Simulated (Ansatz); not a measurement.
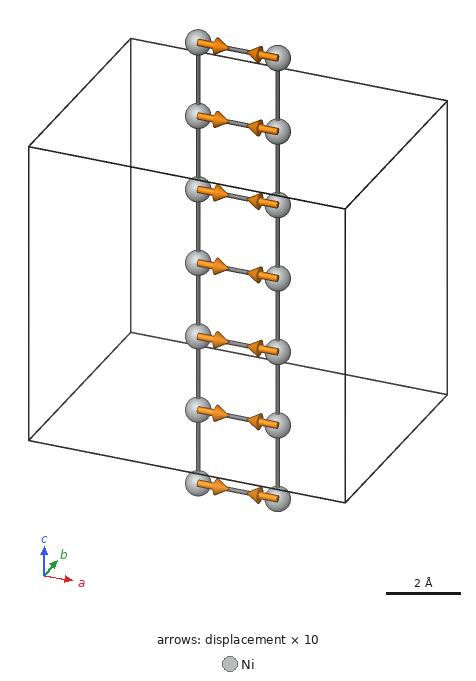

A relaxation of a wire of composition Ni. The starting structure is drawn; orange arrows show the displacements (the part carried along by the change of the cell is left out), magnified 10 times.

The picture is a ball-and-stick view of the 2 repeat of the cell, with the vacuum cut short, seen from a free direction.

Case: ladder chain of atoms.

Method: DFT PBE, scalar-relativistic, plane waves, PAW (Ansatz 0.2.0).

Input
```yaml
crystal:
  lattice:
    - [11.4, 0.0, 0.0]
    - [0.0, 9.3, 0.0]
    - [0.0, 0.0, 4.4782882342]
  atoms:
    - { symbol: Ni, position: [0.3968815209, 0.5, 0.0], spin: 1.5 }
    - { symbol: Ni, position: [0.3968815209, 0.5, 0.5], spin: 1.5 }
    - { symbol: Ni, position: [0.6031184791, 0.5, 0.0], spin: 1.5 }
    - { symbol: Ni, position: [0.6031184791, 0.5, 0.5], spin: 1.5 }
basis:
  ecutwfc: 420
kpoints:
  mp_grid: { grid: [1, 1, 15] }
hamiltonian:
  xc: pbe
scf:
  occupations: { method: gaussian, width: 0.05 }
output:
  forces: true
  stress: true
  eigenvalues: true
  populations: true
  write_density: true
  write_potential: true
  elf: true
  volumetric_format: npy
magnetization:
  spin_polarized: true
relax:
  adjacent_minimum: "off"
  f_tol: 0.01
  max_steps: 45
  cell: { fix: [a, b, alpha, beta, gamma], stress_tol: 0.03 }
```

Launched with:
```bash
ansatz run input.yaml --threads 2 --pin off --max-ram 5120MiB --backend cpu --events-out ev --progress --plain --runs-dir out
```

**Describe the change and its energy.**

The energy falls by 0.237 eV per cell of the calculation in 4 accepted moves (6 points after the start). The largest force component goes from 1 to 0.00026 eV/Å. The line search rejected the trial step at point 2 of the run. The SCF was repeated once at an unchanged geometry on a basis and grid sized afresh for the cell, which shifted the energy by 0.1 meV per cell of the calculation at most. The largest moves relative to the layer's centre, 0.094 Å, are those of Ni1, Ni2, Ni3 and Ni4. Along the periodic axis the drawn cell goes c 8.957 → 8.990 Å (+0.4 %). Near-neighbour distances that change, for instance: Ni1–Ni3 2.351 → 2.162 Å, Ni1–Ni2 2.239 → 2.247 Å. The run took 36 s on 2 threads of AMD EPYC 9R45 96-Core Processor (Zen 5), with other jobs on the host, peak memory 0.94 GiB.

Limits of the set-up: the k-point mesh is coarse for a cell with partly filled bands.
